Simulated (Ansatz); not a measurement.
```
Cd S
1.0
     5.75417    0.00000    0.00000
     0.00000    0.00000   -5.75417
     0.00000    5.75417    0.00000
Cd S
4 4
Direct
  0.50000 0.50000 0.00000
  0.00000 0.50000 0.50000
  0.00000 0.00000 0.00000
  0.50000 0.00000 0.50000
  0.75000 0.75000 0.25000
  0.25000 0.75000 0.75000
  0.25000 0.25000 0.25000
  0.75000 0.25000 0.75000
```

Space group F-43m; computed pressure about 6 GPa in this cell.

Method: Kohn-Sham DFT of a periodic cell, PBE, PseudoDojo standard in Ansatz 0.2.0.

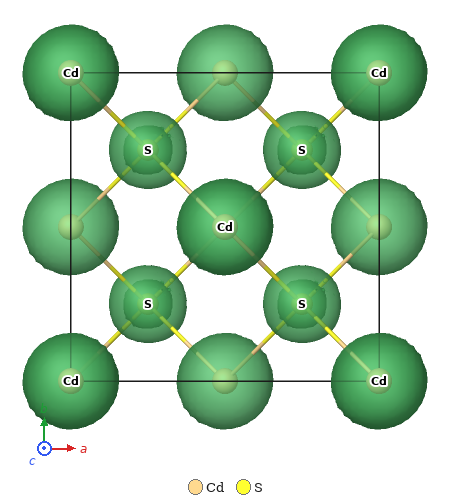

CdS. Isosurface of the valence electron density at 1 e/Å³ (green), seen along the c axis. Sticks mark near contacts.

Core electrons are replaced by pseudopotentials, and the valence fields are smoothed inside the atomic spheres.

> What does this surface tell about the bonding?

At this value the density breaks into separate islands; it holds about 65 % of the electrons treated as valence (semicore included). It bridges none of the near contacts. It is pinched off along the shortest Cd–S (2.49 Å) contacts. On the grid the lowest density along these lines, outside the cores, is 0.44 e/Å³ (Cd–S, 2.49 Å).
